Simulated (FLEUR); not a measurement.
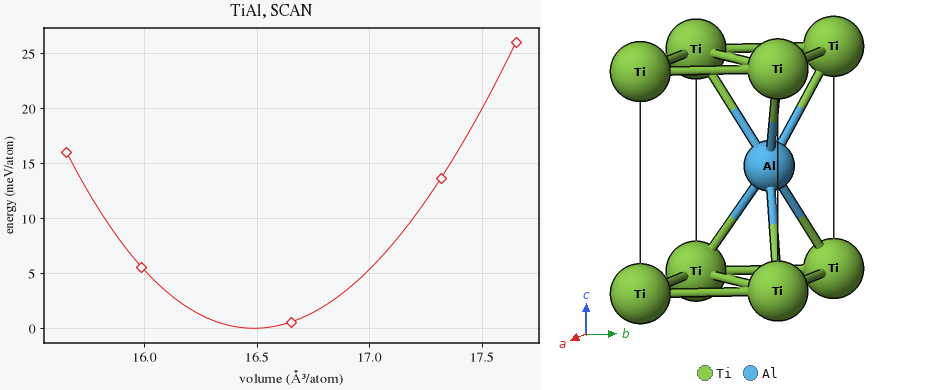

Computed with FLEUR MaX-R8.1 (later development tree): all-electron LAPW DFT, no spin polarisation; energies at scaled volumes of the given cell, shape and fractions fixed, counted from the fit's minimum, third-order Birch-Murnaghan fit. Level: SCAN.

- k mesh: 11×11×6
- occupations: Fermi–Dirac
- smearing width: 0.05 eV
- potentials: all electron
- program settings: basis FLAPW, kmax 4.3 1/bohr

Cell as given: a = 2.867 Å, b = 2.867 Å, c = 4.678 Å, α = 90.00°, β = 90.00°, γ = 120.00°; 2 atoms.

Figure. Energy against volume for TiAl, space group P-6m2 (No. 187). The conventional cell is drawn beside the plot.

A third-order Birch–Murnaghan fit gives V0 = 16.49 Å³/atom, B0 = 113 GPa and B′ = 3.7. The energy is 16.04 meV/atom at volume 15.65 Å³/atom and 26.05 meV/atom at 17.65 Å³/atom; the lowest computed point is at volume 16.65 Å³/atom (0.58 meV/atom).

Limits of the calculation: shape and atomic fractions are frozen while scaling, which makes layered, chain and framework solids too stiff.
